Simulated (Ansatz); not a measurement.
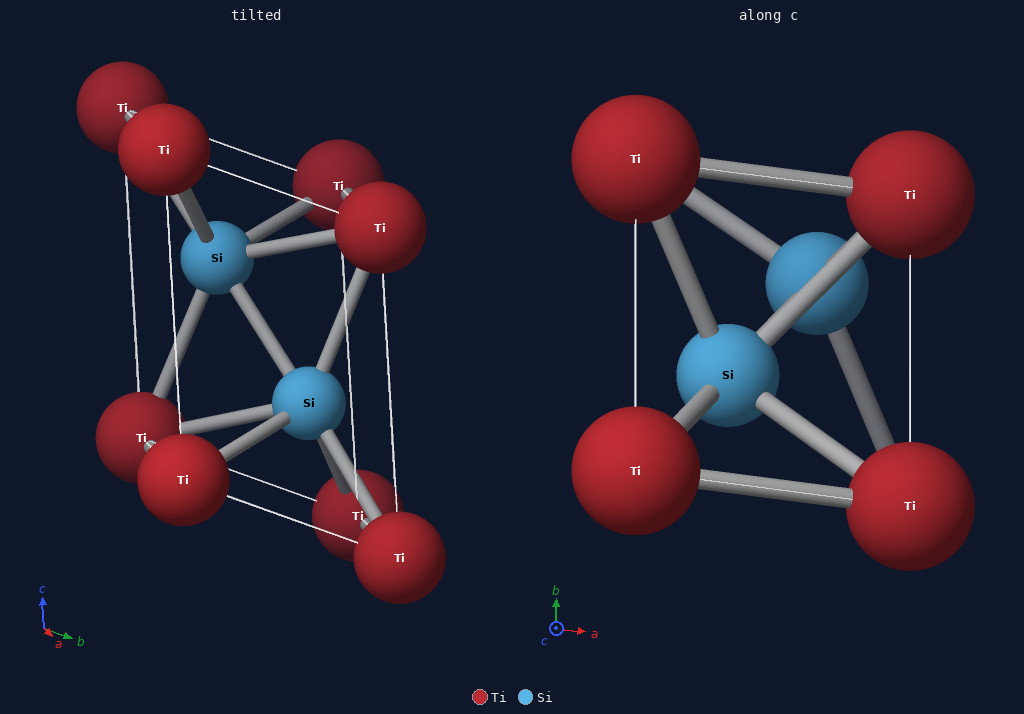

View slightly off an axis and along the c axis, drawn as a ball-and-stick model. One unit cell is outlined, and atoms on its boundary appear in each equivalent place. Cell: a = 2.853 Å, b = 3.290 Å, c = 4.571 Å, α = 110.83°, β = 106.82°, γ = 90.69°.

What is this?

It has the composition TiSi₂. No point symmetry survives, so the space group is P1. Counting shared atoms by their share gives 1 Ti, 2 Si, or 3 atoms.

The initial geometry was a structure listed in the Materials Project. The cell was then strained or its atoms displaced on purpose. It was the input of a calculation with Ansatz.

At this level of theory the cell isn't at rest (compressed, at 20 GPa), so its distances can differ from those at equilibrium, the more so the softer the solid.
